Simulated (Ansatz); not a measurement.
Cell and atoms:

```
CELL_PARAMETERS angstrom
2.60686 0.00000 0.00000
-1.30343 2.25760 0.00000
0.00000 0.00000 4.19912
ATOMIC_POSITIONS crystal
Mn 0.00000 0.00000 0.00000
O 0.66667 0.33333 0.79371
O 0.33333 0.66667 0.20629
```

Say what kind of structure these coordinates give.

The stoichiometry is MnO$_{2}$. The lattice is primitive hexagonal and the space group P-3m1 (No. 164). Among the common structure types it is cadmium iodide (CdI₂, 1T) type. One cell contains 1 Mn, 2 O, 3 atoms in all. The coordination shell of Mn holds six O in a distorted octahedral arrangement at 1.74 Å. The coordination shell of O holds three Mn in a trigonal pyramidal arrangement at 1.74 Å. Not all metal-metal contacts are counted. The bonds build MnO2 layers parallel to (001).

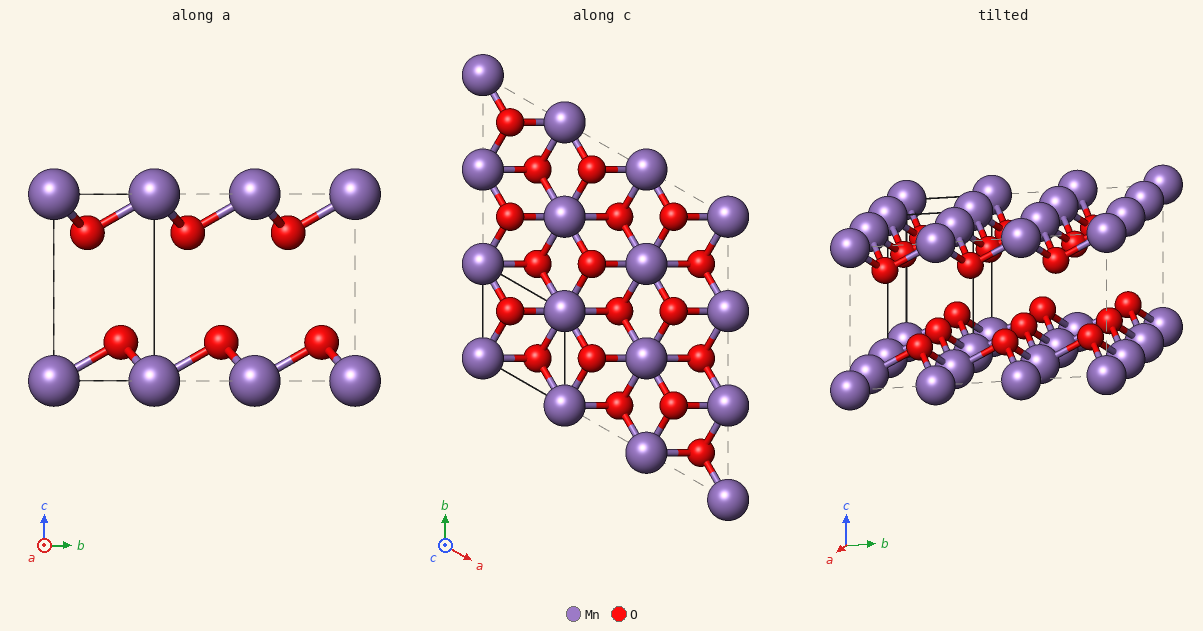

Ball-and-stick model, viewed along the a axis, along the c axis and slightly off an axis. Solid lines give the conventional unit cell, repeated here 3×3×1 times. Colours: manganese light purple, oxygen red.

Origin of the cell: a structure listed in the Materials Project. The cell was then strained or its atoms displaced on purpose. It was run through Ansatz as a DFT input.

At this level of theory the run's own cell isn't at rest (compressed, at 70 GPa and forces up to 4.8 eV/Å), so its distances can differ from those at equilibrium, the more so the softer the solid.
